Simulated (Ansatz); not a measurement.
**Run report: SrTiO$_{3}$, geometry relaxation (part 2 of 2)**

SrTiO$_{3}$ (P1, 5 atoms in the cell); DFT PBE+U, scalar-relativistic, plane waves, PAW, Ueff = 4 eV on Ti d, no spin polarisation (Ansatz 0.2.0); cutoff 420 eV, 6×6×6 k-mesh, Gaussian smearing of 0.05 eV. The structure derives from an entry of the Crystallography Open Database. It belongs to a series of runs on one base structure; here: cell sheared at random, sigma 0.06, atoms nudged by 0.01 A; relaxed back.

Geometry of the input (Å; fractional positions):
```
3.9160  -0.2499  -0.2118
-0.2499  4.1248  0.0960
-0.2118  0.0960  3.8005
Sr -0.0037  -0.0017  -0.0010
Ti 0.4989  0.4982  0.4971
O  -0.0013  0.4983  0.4974
O  0.5017  0.0038  0.5042
O  0.5043  0.5014  0.0022
```

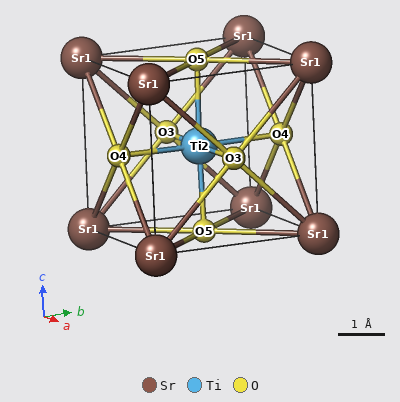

**Figure 1.** The geometry at step 3 of the log (ball-and-stick view of the cell of the calculation, seen slightly off an axis; atoms are numbered from 1 in the order of the input).

### The program's output, continued
```
SCF iter   1: F=—  HF=-7750.336642 eV  |F-HF|=—  |Δ(HF+E_count)|=         —  Δρ=1.13e-2  dr2=9.94e-2  ethr=2.40e-4  ⟨swp⟩=1.8  Hψ=12173  notcnv=0  defer=112
preconditioner: auto → Resta (q_TF=auto, 2.543 Å⁻¹)  ε∞=5.6  [insulator: Δε(μ)=1.886 eV  Ē_g=12.083 eV  σ=0.050 eV  W_gap=1.00  n_scr=20 (ndim 8)  ℏωp=26.1 eV  f_vac=0.000  D(μ)=0.00/eV (n_scr^D=0)  ε∞_Penn≈5.6]
SCF iter   2: F=—  HF=-7750.314046 eV  |F-HF|=—  |Δ(HF+E_count)|=   2.26e-2  Δρ=6.56e-3  dr2=3.63e-2  ethr=2.40e-4  ⟨swp⟩=2.0  Hψ=3969  notcnv=0  defer=112
SCF iter   3: F=—  HF=-7750.302817 eV  |F-HF|=—  |Δ(HF+E_count)|=   1.12e-2  Δρ=2.42e-3  dr2=3.17e-3  ethr=9.08e-5  ⟨swp⟩=2.0  Hψ=4588  notcnv=0  defer=112
SCF iter   4: F=—  HF=-7750.302543 eV  |F-HF|=—  |Δ(HF+E_count)|=   2.74e-4  Δρ=1.17e-3  dr2=6.81e-4  ethr=7.91e-6  ⟨swp⟩=2.0  Hψ=4708  notcnv=0  defer=112
SCF iter   5: F=—  HF=-7750.302590 eV  |F-HF|=—  |Δ(HF+E_count)|=   4.66e-5  Δρ=4.32e-4  dr2=9.71e-5  ethr=1.70e-6  ⟨swp⟩=2.0  Hψ=3706  notcnv=0  defer=112
SCF iter   6: F=—  HF=-7750.302600 eV  |F-HF|=—  |Δ(HF+E_count)|=   1.01e-5  Δρ=1.78e-4  dr2=2.03e-5  ethr=4.72e-8  ⟨swp⟩=12.4  Hψ=14426  notcnv=0
SCF iter   7: F=-7750.302602 eV  HF=-7750.302601 eV  |F-HF|=1.34e-6  |Δ(HF+E_count)|=   6.41e-7  Δρ=6.00e-5  dr2=1.96e-6  ethr=4.72e-8  ⟨swp⟩=6.4  Hψ=11871  notcnv=0
SCF 5 converged in 7 iterations: F = -7750.302602 eV  dr2 = 1.96e-6
relax step   5: F+E_penalty+E_count = -7750.30260188 eV  Δ(F+E_penalty+E_count) = -3.153e-2 eV  max|allowed force component| = 6.779e-1 eV/Å  Δτ_max = 0.1425 Å  (7 SCF iters, dr2 threshold 1.89e-5 eV, accepted)
SCF iter   1: F=—  HF=-7750.430318 eV  |F-HF|=—  |Δ(HF+E_count)|=         —  Δρ=1.76e-2  dr2=1.48e-1  ethr=2.68e-3  ⟨swp⟩=5.4  Hψ=10054  notcnv=0  defer=29
preconditioner: auto → Resta (q_TF=auto, 2.543 Å⁻¹)  ε∞=5.5  [insulator: Δε(μ)=2.360 eV  Ē_g=12.258 eV  σ=0.050 eV  W_gap=1.00  n_scr=20 (ndim 8)  ℏωp=26.1 eV  f_vac=0.001  D(μ)=0.00/eV (n_scr^D=0)  ε∞_Penn≈5.5]
SCF iter   2: F=—  HF=-7750.402296 eV  |F-HF|=—  |Δ(HF+E_count)|=   2.80e-2  Δρ=9.07e-3  dr2=3.28e-2  ethr=3.69e-4  ⟨swp⟩=2.2  Hψ=4403  notcnv=0  defer=112
SCF iter   3: F=—  HF=-7750.397058 eV  |F-HF|=—  |Δ(HF+E_count)|=   5.24e-3  Δρ=4.56e-3  dr2=1.06e-2  ethr=8.19e-5  ⟨swp⟩=2.0  Hψ=4169  notcnv=0  defer=112
SCF iter   4: F=—  HF=-7750.395452 eV  |F-HF|=—  |Δ(HF+E_count)|=   1.61e-3  Δρ=1.12e-3  dr2=7.24e-4  ethr=2.66e-5  ⟨swp⟩=2.0  Hψ=4143  notcnv=0  defer=112
SCF iter   5: F=—  HF=-7750.395498 eV  |F-HF|=—  |Δ(HF+E_count)|=   4.60e-5  Δρ=3.96e-4  dr2=8.70e-5  ethr=2.50e-7  ⟨swp⟩=10.1  Hψ=16240  notcnv=0
SCF iter   6: F=—  HF=-7750.395516 eV  |F-HF|=—  |Δ(HF+E_count)|=   1.78e-5  Δρ=2.61e-4  dr2=3.26e-5  ethr=2.18e-7  ⟨swp⟩=8.0  Hψ=13249  notcnv=0
SCF iter   7: F=-7750.395514 eV  HF=-7750.395514 eV  |F-HF|=4.45e-7  |Δ(HF+E_count)|=   2.47e-6  Δρ=5.93e-5  dr2=1.95e-6  ethr=8.16e-8  ⟨swp⟩=7.0  Hψ=12070  notcnv=0
SCF 6 converged in 7 iterations: F = -7750.395514 eV  dr2 = 1.95e-6
relax step   6: F+E_penalty+E_count = -7750.39551422 eV  Δ(F+E_penalty+E_count) = -9.291e-2 eV  max|allowed force component| = 2.281e-1 eV/Å  Δτ_max = 0.1279 Å  (7 SCF iters, dr2 threshold 1.00e-4 eV, accepted)
SCF iter   1: F=—  HF=-7750.401615 eV  |F-HF|=—  |Δ(HF+E_count)|=         —  Δρ=2.98e-3  dr2=6.52e-3  ethr=1.04e-4  ⟨swp⟩=3.2  Hψ=6910  notcnv=0  defer=112
preconditioner: auto → Resta (q_TF=auto, 2.543 Å⁻¹)  ε∞=5.4  [insulator: Δε(μ)=2.475 eV  Ē_g=12.397 eV  σ=0.050 eV  W_gap=1.00  n_scr=20 (ndim 8)  ℏωp=26.1 eV  f_vac=0.002  D(μ)=0.00/eV (n_scr^D=0)  ε∞_Penn≈5.4]
SCF iter   2: F=—  HF=-7750.400328 eV  |F-HF|=—  |Δ(HF+E_count)|=   1.29e-3  Δρ=1.51e-3  dr2=1.38e-3  ethr=1.63e-5  ⟨swp⟩=3.0  Hψ=6219  notcnv=0  defer=112
SCF iter   3: F=—  HF=-7750.400008 eV  |F-HF|=—  |Δ(HF+E_count)|=   3.21e-4  Δρ=7.72e-4  dr2=4.56e-4  ethr=3.45e-6  ⟨swp⟩=2.0  Hψ=3696  notcnv=0  defer=112
SCF iter   4: F=—  HF=-7750.399898 eV  |F-HF|=—  |Δ(HF+E_count)|=   1.09e-4  Δρ=2.10e-4  dr2=2.78e-5  ethr=1.14e-6  ⟨swp⟩=2.0  Hψ=4008  notcnv=0  defer=112
SCF iter   5: F=-7750.399895 eV  HF=-7750.399897 eV  |F-HF|=2.06e-6  |Δ(HF+E_count)|=   1.32e-6  Δρ=9.48e-5  dr2=5.04e-6  ethr=1.47e-8  ⟨swp⟩=11.6  Hψ=14365  notcnv=0
SCF 7 converged in 5 iterations: F = -7750.399895 eV  dr2 = 5.04e-6
relax step   7: F+E_penalty+E_count = -7750.39989506 eV  Δ(F+E_penalty+E_count) = -4.381e-3 eV  max|allowed force component| = 1.259e-1 eV/Å  Δτ_max = 0.0183 Å  (5 SCF iters, dr2 threshold 5.89e-6 eV, accepted)
SCF iter   1: F=—  HF=-7750.401333 eV  |F-HF|=—  |Δ(HF+E_count)|=         —  Δρ=1.49e-3  dr2=1.17e-3  ethr=7.72e-5  ⟨swp⟩=2.4  Hψ=6071  notcnv=0  defer=112
preconditioner: auto → Resta (q_TF=auto, 2.543 Å⁻¹)  ε∞=5.4  [insulator: Δε(μ)=2.453 eV  Ē_g=12.366 eV  σ=0.050 eV  W_gap=1.00  n_scr=20 (ndim 8)  ℏωp=26.1 eV  f_vac=0.002  D(μ)=0.00/eV (n_scr^D=0)  ε∞_Penn≈5.4]
SCF iter   2: F=—  HF=-7750.401176 eV  |F-HF|=—  |Δ(HF+E_count)|=   1.57e-4  Δρ=7.90e-4  dr2=3.60e-4  ethr=2.93e-6  ⟨swp⟩=2.1  Hψ=4841  notcnv=0  defer=112
SCF iter   3: F=—  HF=-7750.401114 eV  |F-HF|=—  |Δ(HF+E_count)|=   6.15e-5  Δρ=5.08e-4  dr2=1.48e-4  ethr=9.00e-7  ⟨swp⟩=2.0  Hψ=4083  notcnv=0  defer=112
SCF iter   4: F=—  HF=-7750.401086 eV  |F-HF|=—  |Δ(HF+E_count)|=   2.77e-5  Δρ=1.17e-4  dr2=8.15e-6  ethr=3.70e-7  ⟨swp⟩=2.0  Hψ=3718  notcnv=0  defer=112
SCF iter   5: F=—  HF=-7750.401088 eV  |F-HF|=—  |Δ(HF+E_count)|=   1.28e-6  Δρ=6.18e-5  dr2=1.90e-6  ethr=4.49e-9  ⟨swp⟩=11.2  Hψ=14467  notcnv=0
SCF iter   6: F=-7750.401088 eV  HF=-7750.401088 eV  |F-HF|=1.02e-8  |Δ(HF+E_count)|=   1.89e-7  Δρ=2.48e-5  dr2=3.06e-7  ethr=4.49e-9  ⟨swp⟩=6.0  Hψ=11827  notcnv=0
SCF 8 converged in 6 iterations: F = -7750.401088 eV  dr2 = 3.06e-7
relax step   8: F+E_penalty+E_count = -7750.40108787 eV  Δ(F+E_penalty+E_count) = -1.193e-3 eV  max|allowed force component| = 1.415e-2 eV/Å  Δτ_max = 0.0118 Å  (6 SCF iters, dr2 threshold 1.80e-6 eV, accepted)
SCF iter   1: F=—  HF=-7750.401148 eV  |F-HF|=—  |Δ(HF+E_count)|=         —  Δρ=3.20e-4  dr2=4.80e-5  ethr=2.72e-6  ⟨swp⟩=2.0  Hψ=6056  notcnv=0  defer=74
preconditioner: auto → Resta (q_TF=auto, 2.543 Å⁻¹)  ε∞=5.4  [insulator: Δε(μ)=2.461 eV  Ē_g=12.376 eV  σ=0.050 eV  W_gap=1.00  n_scr=20 (ndim 8)  ℏωp=26.1 eV  f_vac=0.002  D(μ)=0.00/eV (n_scr^D=0)  ε∞_Penn≈5.4]
SCF iter   2: F=—  HF=-7750.401145 eV  |F-HF|=—  |Δ(HF+E_count)|=   2.61e-6  Δρ=1.88e-4  dr2=1.86e-5  ethr=1.20e-7  ⟨swp⟩=1.0  Hψ=3696  notcnv=0  defer=74
SCF iter   3: F=—  HF=-7750.401143 eV  |F-HF|=—  |Δ(HF+E_count)|=   1.65e-6  Δρ=7.97e-5  dr2=3.43e-6  ethr=4.66e-8  ⟨swp⟩=2.0  Hψ=4049  notcnv=0  defer=74
SCF iter   4: F=—  HF=-7750.401143 eV  |F-HF|=—  |Δ(HF+E_count)|=   5.21e-7  Δρ=2.41e-5  dr2=2.55e-7  ethr=8.58e-9  ⟨swp⟩=2.0  Hψ=3843  notcnv=0  defer=74
SCF iter   5: F=-7750.401143 eV  HF=-7750.401143 eV  |F-HF|=1.27e-9  |Δ(HF+E_count)|=   5.62e-8  Δρ=8.39e-6  dr2=3.46e-8  ethr=2.50e-10  ⟨swp⟩=9.9  Hψ=12516  notcnv=0
SCF 9 converged in 5 iterations: F = -7750.401143 eV  dr2 = 3.46e-8
relax step   9: F+E_penalty+E_count = -7750.40114289 eV  Δ(F+E_penalty+E_count) = -5.502e-5 eV  max|allowed force component| = 1.888e-3 eV/Å  Δτ_max = 0.0043 Å  (5 SCF iters, accepted)
SCF converged after 5 iterations
Free energy (F): -7750.401143 eV
Harris-Foulkes:  -7750.401143 eV  (|F-HF|=1.27e-9)
Internal energy: -7750.401143 eV  (E = F + TS)
E sigma→0 (E₀):  -7750.401143 eV
Fermi energy:    11.255411 eV
--- Per-component energies (eV) ---
  E_band       = -217.662567
  E_kinetic    = 1050.103722
  E_local      = -2450.601824  (includes V_loc(G=0)·N_el)
  E_nonlocal   = 347.746526
  E_hartree    = 859.929394
  E_xc         = -497.105166
  E_vxc        = -573.052092  (∫ρ·V_xc dr)
  E_hubbard    = 3.437154  (on-site DFT+U / exact-exchange correction)
  E_vhub       = 2.359815  (the Hubbard potential's part of the band-sum identity)
  E_paw        = -4213.629721  (= ΣΔE_a)
  E_vpaw       = -314.083638  (= ΣTr[D̂ρ^β])
  E_aug_tail   = 0.007495  (compensation charges beyond the density's cutoff)
  E_ewald      = -2850.288722
  E_smearing   = -0.000000  (= −TS)
  E_closure    = 0.000000  (closes the sum)
  Σ components = -7750.401143   (vs F -7750.401143, Δ=0.00e0)
--- Forces (eV/Å), atoms counted from 1 ---
  atom   1  Sr     0.00035951     0.00063415     0.00097627
  atom   2  Ti     0.00188908     0.00089672     0.00075358
  atom   3  O     -0.00184135    -0.00159702    -0.00086859
  atom   4  O     -0.00081566     0.00061381     0.00029877
  atom   5  O      0.00041257    -0.00057874    -0.00114471
  max |Σ_I F_I| component: 3.11e-5 eV/Å
--- Stress (GPa, compression-positive) ---
        8.196912      10.590447      10.736513
       10.590449       3.868175      -2.777699
       10.736513      -2.777699      12.206576
  P = ⅓ Tr σ = 8.0906 GPa (80.906 kbar)
--- Band table (eV; the first three rows and the last of 112) ---
  k-point 0: bands = ["-47.4285", "-23.7432", "-23.6832", "-23.6091", "-22.8528", "-7.6389", "-6.5356", "-6.4560", "-4.8852", "-4.8231", "-4.7912", "6.6005", "6.9105", "7.2060", "7.7263", "8.1527", "8.4600", "8.7913", "9.1574", "9.5876", "12.4853", "12.9537", "13.3134", "14.4051", "14.5750"]
  k-point 1: bands = ["-47.4280", "-23.7428", "-23.6976", "-23.6171", "-22.8408", "-7.6158", "-6.6010", "-6.4445", "-4.8548", "-4.8029", "-4.6325", "6.4840", "6.7587", "7.0362", "7.6498", "7.9484", "8.1109", "8.6526", "9.0986", "9.3351", "12.8480", "12.9451", "13.1767", "14.4193", "15.1743"]
  k-point 2: bands = ["-47.4266", "-23.7470", "-23.7284", "-23.6251", "-22.8175", "-7.6826", "-6.5442", "-6.4004", "-4.8662", "-4.7692", "-4.3171", "5.7694", "6.7835", "7.0504", "7.3262", "7.6791", "7.7908", "8.0981", "8.5780", "9.0674", "12.9259", "13.6012", "13.7335", "14.4139", "15.6479"]
  k-point 111: bands = ["-47.4250", "-23.7730", "-23.7401", "-23.6756", "-22.7894", "-6.8438", "-6.3846", "-6.1843", "-5.0864", "-4.9677", "-4.8276", "5.0385", "5.8598", "6.1005", "6.1951", "6.4332", "6.7500", "9.5223", "9.5922", "10.0255", "14.2307", "14.3222", "14.4946", "16.0324", "16.5680"]
Occupation matrices written to [file]
--- Relaxed structure (9 steps of the walk, 9 accepted, 0 SCFs on fresh bases) ---
  F+E_penalty+E_count = -7750.40114289 eV   max|allowed force component| = 1.888e-3 eV/Å
  atoms:
    - { symbol: Sr, position: [0.032100847018678116, -0.04222497567654668, -0.020039854386145174] }
    - { symbol: Ti, position: [0.5147549746621051, 0.46996586329454787, 0.49666679273308856] }
    - { symbol: O, position: [-0.00925399071885907, 0.5221011949706054, 0.5065340125747168] }
    - { symbol: O, position: [0.4850387821486353, 0.022755684351337693, 0.5146684532444271] }
    - { symbol: O, position: [0.47735938678944084, 0.5274022331600562, 0.0021705957339126954] }
```

### Trajectory as extended XYZ (Å, eV, eV/Å), 9 frames, from step=1 to step=9
```
5
Lattice="3.9160 -0.2499 -0.2118 -0.2499 4.1248 0.0960 -0.2118 0.0960 3.8005" Properties=species:S:1:pos:R:3:forces:R:3 step=1 energy=-7750.26275
Sr   -0.0140   -0.0064   -0.0030    0.0847   0.0585   0.0272
Ti    1.7240    1.9782    1.8315   -0.0494  -0.1263   0.1235
O    -0.2349    2.1034    1.9385    0.2461   0.0949   0.1048
O     1.8570   -0.0614    1.8103   -0.1455  -0.0867  -0.0581
O     1.8492    1.9425   -0.0503   -0.1359   0.0595  -0.1973
5
Lattice="3.9160 -0.2499 -0.2118 -0.2499 4.1248 0.0960 -0.2118 0.0960 3.8005" Properties=species:S:1:pos:R:3:forces:R:3 step=2 energy=-7750.26730
Sr   -0.0051    0.0108   -0.0023   -0.0121  -0.0861  -0.0151
Ti    1.7284    1.9669    1.8303    0.0371  -0.0348   0.0827
O    -0.2243    2.1108    1.9502   -0.0436  -0.0468   0.0072
O     1.8408   -0.0754    1.8040    0.0209   0.1779  -0.0315
O     1.8416    1.9433   -0.0552   -0.0021  -0.0100  -0.0433
5
Lattice="3.9160 -0.2499 -0.2118 -0.2499 4.1248 0.0960 -0.2118 0.0960 3.8005" Properties=species:S:1:pos:R:3:forces:R:3 step=3 energy=-7750.26959
Sr    0.0053   -0.0024   -0.0104   -0.0032  -0.0782  -0.0131
Ti    1.7266    1.9656    1.8337    0.0612  -0.0950   0.0409
O    -0.2264    2.1129    1.9542   -0.0572  -0.0258  -0.0013
O     1.8387   -0.0702    1.8038    0.0032   0.1920  -0.0103
O     1.8372    1.9506   -0.0544   -0.0039   0.0069  -0.0163
5
Lattice="3.9160 -0.2499 -0.2118 -0.2499 4.1248 0.0960 -0.2118 0.0960 3.8005" Properties=species:S:1:pos:R:3:forces:R:3 step=4 energy=-7750.27107
Sr    0.0087   -0.0147   -0.0141    0.0302  -0.0271  -0.0102
Ti    1.7261    1.9689    1.8352    0.0458  -0.1625   0.0265
O    -0.2275    2.1129    1.9556   -0.0501   0.0165   0.0027
O     1.8388   -0.0638    1.8036   -0.0140   0.1335   0.0032
O     1.8352    1.9531   -0.0532   -0.0119   0.0394  -0.0222
5
Lattice="3.9160 -0.2499 -0.2118 -0.2499 4.1248 0.0960 -0.2118 0.0960 3.8005" Properties=species:S:1:pos:R:3:forces:R:3 step=5 energy=-7750.30260
Sr    0.0932   -0.1185   -0.0631    0.0276   0.0889  -0.0496
Ti    1.7234    1.9480    1.8520    0.2275  -0.6781  -0.1913
O    -0.2456    2.1256    1.9765   -0.0954   0.2796  -0.0356
O     1.8105    0.0002    1.8096   -0.1237   0.0160   0.1689
O     1.7998    2.0011   -0.0479   -0.0354   0.2927   0.1071
5
Lattice="3.9160 -0.2499 -0.2118 -0.2499 4.1248 0.0960 -0.2118 0.0960 3.8005" Properties=species:S:1:pos:R:3:forces:R:3 step=6 energy=-7750.39551
Sr    0.1226   -0.1670   -0.0773    0.0403  -0.0722  -0.0534
Ti    1.7988    1.8516    1.8148   -0.1041   0.1399   0.1493
O    -0.2777    2.1945    1.9873    0.2116   0.0581   0.0348
O     1.7866    0.0236    1.8380   -0.0539  -0.1831   0.0971
O     1.7511    2.0538   -0.0358   -0.0933   0.0566  -0.2281
5
Lattice="3.9160 -0.2499 -0.2118 -0.2499 4.1248 0.0960 -0.2118 0.0960 3.8005" Properties=species:S:1:pos:R:3:forces:R:3 step=7 energy=-7750.39989
Sr    0.1311   -0.1810   -0.0854    0.0443   0.0260  -0.0151
Ti    1.7915    1.8637    1.8206    0.0173  -0.1261   0.0083
O    -0.2701    2.1956    1.9872   -0.0577   0.0221  -0.0538
O     1.7818    0.0203    1.8499    0.0023   0.0625  -0.0031
O     1.7471    2.0578   -0.0454   -0.0060   0.0148   0.0637
5
Lattice="3.9160 -0.2499 -0.2118 -0.2499 4.1248 0.0960 -0.2118 0.0960 3.8005" Properties=species:S:1:pos:R:3:forces:R:3 step=8 energy=-7750.40109
Sr    0.1418   -0.1845   -0.0889   -0.0065  -0.0010   0.0073
Ti    1.7929    1.8571    1.8235   -0.0029   0.0100   0.0050
O    -0.2746    2.2018    1.9787    0.0142  -0.0007   0.0000
O     1.7822    0.0220    1.8551    0.0022   0.0038   0.0005
O     1.7391    2.0600   -0.0414   -0.0069  -0.0124  -0.0129
5
Lattice="3.9160 -0.2499 -0.2118 -0.2499 4.1248 0.0960 -0.2118 0.0960 3.8005" Properties=species:S:1:pos:R:3:forces:R:3 step=9 energy=-7750.40114
Sr    0.1405   -0.1841   -0.0870    0.0004   0.0006   0.0010
Ti    1.7931    1.8576    1.8236    0.0019   0.0009   0.0008
O    -0.2740    2.2045    1.9772   -0.0018  -0.0016  -0.0009
O     1.7847    0.0221    1.8554   -0.0008   0.0006   0.0003
O     1.7371    2.0564   -0.0422    0.0004  -0.0006  -0.0011
```

### Key numbers

```csv
quantity,value
outcome,converged
space group (tolerance 0.01 Å),P1 (1)
electrons treated,40
free energy,−7750.4011 eV
Fermi energy,11.255 eV
gap on the k-point mesh,2.46 eV
pressure,8.09 GPa
final volume,60.94 Å³
largest force (length of the vector) at the end,0.003 eV/Å
final cell,"a = 3.930 Å, b = 4.134 Å, c = 3.808 Å, α = 87.04°, β = 96.36°, γ = 97.18°"
hardware,"2 threads of Intel Xeon (Granite Rapids), 192 GiB of memory available, shared host"
wall time,46 s (CPU time 90 s)
peak memory,0.65 GiB
```

The program warns: the SCF threshold is looser than advised for the printed stress.
